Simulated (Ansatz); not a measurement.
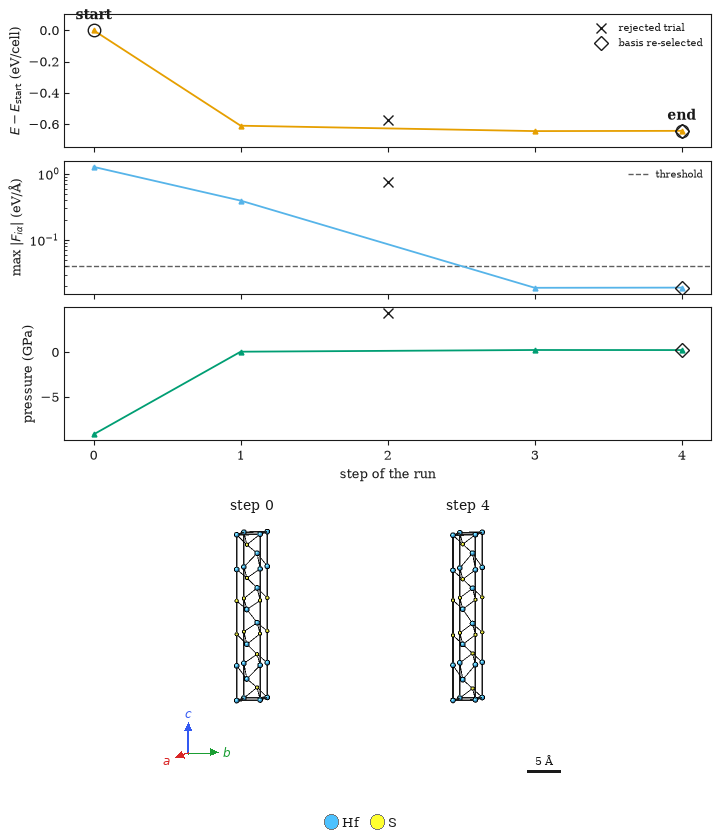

First and last geometry of a relaxation of solid Hf$_{3}$S$_{2}$ (built on the tetradymite_166 type) (coarse preliminary run), with the history of the run. A ball-and-stick model of the conventional cell (3 times the calculation's cell), seen slightly off an axis. Lengths and directions refer to the drawn axes.

Case: anti-tetradymite type (R-3m, No. 166).

These are results of DFT PBE, scalar-relativistic, plane waves, PAW (Ansatz), not measurements.

Input
```yaml
crystal:
  lattice:
    - [1.8532853201, 1.0699947784, 8.5909175481]
    - [-1.8532853201, 1.0699947784, 8.5909175481]
    - [0.0, -2.1399895569, 8.5909175481]
  atoms:
    - { symbol: Hf, position: [0.0, 0.0, 0.0] }
    - { symbol: Hf, position: [0.2095, 0.2095, 0.2095] }
    - { symbol: Hf, position: [0.7905, 0.7905, 0.7905] }
    - { symbol: S, position: [0.4, 0.4, 0.4] }
    - { symbol: S, position: [0.6, 0.6, 0.6] }
basis:
  ecutwfc: 420
kpoints:
  mp_grid: { grid: [6, 6, 6] }
hamiltonian:
  xc: pbe
scf:
  occupations: { method: gaussian, width: 0.1 }
  lower_state_search: "off"
output:
  forces: true
  stress: true
  eigenvalues: true
relax:
  adjacent_minimum: "off"
  f_tol: 0.04
  max_steps: 70
  cell: { stress_tol: 0.4 }
```

Command:
```bash
ansatz run input.yaml --threads 1 --pin off --max-ram 2560MiB --backend cpu --events-out ev --progress --plain --runs-dir out
```

**Read the history and describe the run.**

It converged. The largest moves relative to the cell, 0.15 Å, are those of S4 and S5. S4 goes along −c. Largest moves by element: S 0.15 Å, Hf 0.09 Å. The drawn cell changes as follows: a = b 3.707 → 3.545 Å (−4.4 %), c 25.773 → 25.682 Å (−0.4 %); the volume changes by −8.8 %. Among the contacts that change: Hf1–S4 2.744 → 2.572 Å, Hf2–Hf3 3.075 → 3.142 Å, Hf2–S5 2.598 → 2.556 Å. Among the angles between lasting bonds that change: Hf2–Hf3–Hf2 74.1° → 68.7°, Hf2–Hf3–S4 96.9° → 101.2°, Hf1–S4–Hf3 175.8° → 179.5°. The space group stays R-3m (No. 166). Over 2 accepted moves (4 points after the start) the energy falls by 0.642 eV per cell of the calculation. Largest force component: 1.3 eV/Å at the start, 0.019 eV/Å at the end. The pressure goes from −9.17 to 0.23 GPa. The line search rejected the trial step at point 2 of the run. The SCF was repeated once at an unchanged geometry on a basis and grid sized afresh for the cell, which shifted the energy by 1.5 meV per cell of the calculation at most.
